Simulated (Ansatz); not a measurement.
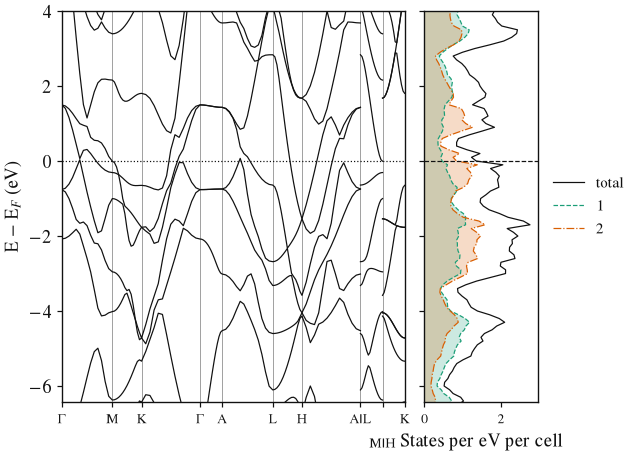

Band structure and density of states. Energies are counted from the Fermi level. The partial curves are projected on Löwdin-orthogonalised atomic shells.

Structure: Si2W, space group P-3m1, 3 atoms in the cell; a = 2.95 Å, b = 2.95 Å, c = 5.85 Å, α = 90.00°, β = 90.00°, γ = 120.00°.

Method: DFT PBE, scalar-relativistic, plane waves, PAW, no spin polarisation, 18×18×8 k mesh, 420 eV cutoff (Ansatz 0.2.0).

> Assign each number in the legend. The candidates: Si, W.

1 is Si; 2 is W.

> Is there a gap at the Fermi level?

A metal: bands cross the Fermi level along this path.

The structure is an invented one, so it need not be a known or stable phase. Spin-orbit coupling is left out, which matters for W.
